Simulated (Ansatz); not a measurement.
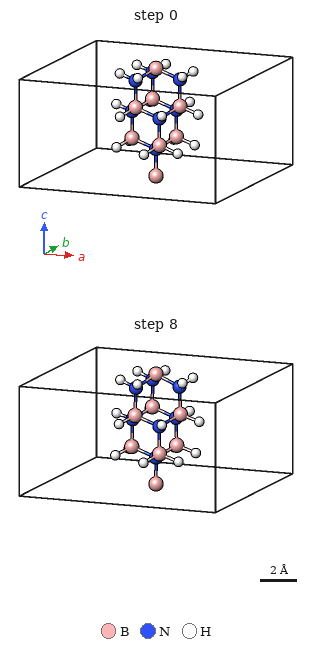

The structure of a wire of composition B7H18N7 before (top) and after (bottom) a relaxation, at one scale.

A ball-and-stick model of the cell of the calculation, with the vacuum cut short, seen slightly off an axis.

Case: wire along [1 1 1], 14 atoms a period, capped with H.

All numbers below come from DFT PBE, scalar-relativistic, plane waves, PAW (Ansatz 0.2.0). (plane-wave cutoff 420 eV; k-point mesh 1 × 1 × 6; occupations gaussian; smearing width 0.05 eV; no spin polarisation; cell relaxed at fixed a, b, alpha, beta, gamma; force threshold 0.02 eV/Å; at most 45 steps)

Question: Summarise the run.

Answer: The largest moves relative to the layer's centre, 0.088 Å, are those of H atoms. Largest moves by element: H 0.088 Å, B 0.061 Å, N 0.039 Å. Along the periodic axis the drawn cell goes c 6.278 → 6.407 Å (+2.0 %). Among the contacts that change: B–N 1.570 → 1.530 Å, B–H 1.190 → 1.227 Å, B–N 1.570 → 1.604 Å, H–N 1.020 → 1.029 Å. Among the angles between lasting bonds that change: H–N–H 109.5° → 101.8°, B–N–B 109.5° → 115.4°, B–N–H 109.5° → 103.8°. The energy falls by 0.669 eV per cell of the calculation in 6 accepted moves (8 points after the start). The largest force component goes from 2.5 to 0.0081 eV/Å. At 2 points the geometry stayed and the basis and grid were re-selected for the new cell (energy shift of 19.7 meV per cell of the calculation at most each time).
